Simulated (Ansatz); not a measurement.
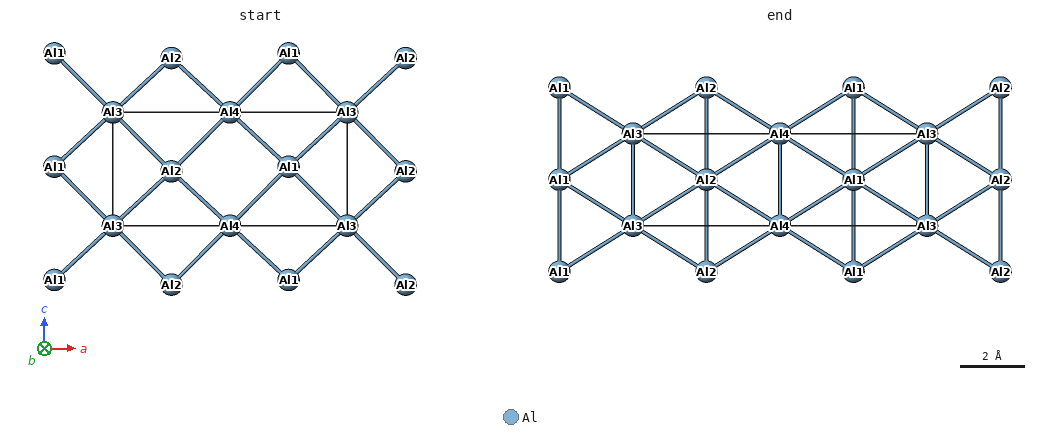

The structure of crystalline Al (a generated structure, set up in Pmma) (coarse preliminary run) before (left) and after (right) a relaxation, at one scale.

A ball-and-stick model of the cell of the calculation, seen along the b axis.

Theory: DFT PBE, scalar-relativistic, plane waves, PAW in Ansatz 0.2.0.

The input:
```yaml
crystal:
  lattice:
    - [7.36972526, 0.0, 0.0]
    - [0.0, 2.52125243, 0.0]
    - [0.0, 0.0, 3.56459348]
  atoms:
    - { symbol: Al, position: [0.75, 0.5, 0.52062309] }
    - { symbol: Al, position: [0.25, 0.5, 0.47937691] }
    - { symbol: Al, position: [0.0, 0.5, 0.0] }
    - { symbol: Al, position: [0.5, 0.5, 0.0] }
basis:
  ecutwfc: 420
kpoints:
  mp_grid: { grid: [4, 6, 6] }
hamiltonian:
  xc: pbe
scf:
  occupations: { method: gaussian, width: 0.1 }
  lower_state_search: "off"
output:
  forces: true
  stress: true
  eigenvalues: true
relax:
  adjacent_minimum: "off"
  f_tol: 0.04
  max_steps: 70
  cell: { stress_tol: 0.4 }
```

Run as
```bash
ansatz run input.yaml --threads 1 --pin off --max-ram 2560MiB --backend cpu --events-out ev --progress --plain --runs-dir out
```

Question: Describe what moved and what it gained.

Answer: The largest moves relative to the cell, 0.061 Å, are those of Al1 and Al2. Al1 goes along −c. The volume changes by +13.5 %, with a 7.370 → 9.255 Å (+25.6 %), b 2.521 → 2.805 Å (+11.3 %), c 3.565 → 2.897 Å (−18.7 %). Among the contacts that change: Al1–Al1 3.565 → 2.897 Å, Al1–Al1 (another image) 2.521 → 2.805 Å, Al1–Al3 2.513 → 2.731 Å, Al1–Al3 (another image) 2.615 → 2.729 Å. Bond angles that change, for instance: Al3–Al1–Al4 89.6° → 116.0°, Al3–Al1–Al3 88.1° → 64.1°, Al1–Al4–Al2 91.9° → 115.9°. The space group (tolerance 0.01 Å) goes from Pmma (No. 51) to Cmmm (No. 65). The energy falls by 353 meV per atom in 9 accepted moves (11 points after the start). The largest force component goes from 0.5 to 0.0027 eV/Å. Pressure: 17.42 GPa at the start and 0.17 GPa at the end. The SCF was repeated twice at an unchanged geometry on a basis and grid sized afresh for the cell, which shifted the energy by 12.8 meV per atom at most. The run took 29 s on 1 thread of Arm Neoverse V1, on a shared host, peak memory 0.33 GiB.

Limits of the set-up: the k-point mesh is coarse for a cell with partly filled bands.
